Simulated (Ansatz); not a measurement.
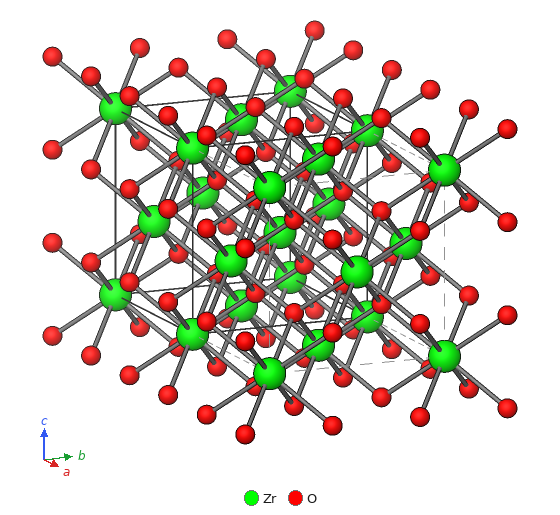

System ZrO2 (space group Fm-3m, No. 225); source of the atomic positions: the input geometry of an electronic-structure calculation (not necessarily at equilibrium).

Bonds are taken as O–Zr below 2.5 Å. Atoms with one bond or none are removed and atoms with two bonds are replaced by edges, until no such atom is left.

What kind of net remains, and which atoms are its nodes?

A binodal (4,8)-connected, three-periodic net: O is a 4-connected node; Zr is an 8-connected node, in the ratio 2:1.

Name the underlying net.

It is the flu net, known from fluorite.

Is the net interpenetrated?

It is a single net, without interpenetration.

Give the point symbol of each node (shortest cycle at each angle).

O: 4⁶; Zr: 4¹²·6¹²·8⁴.
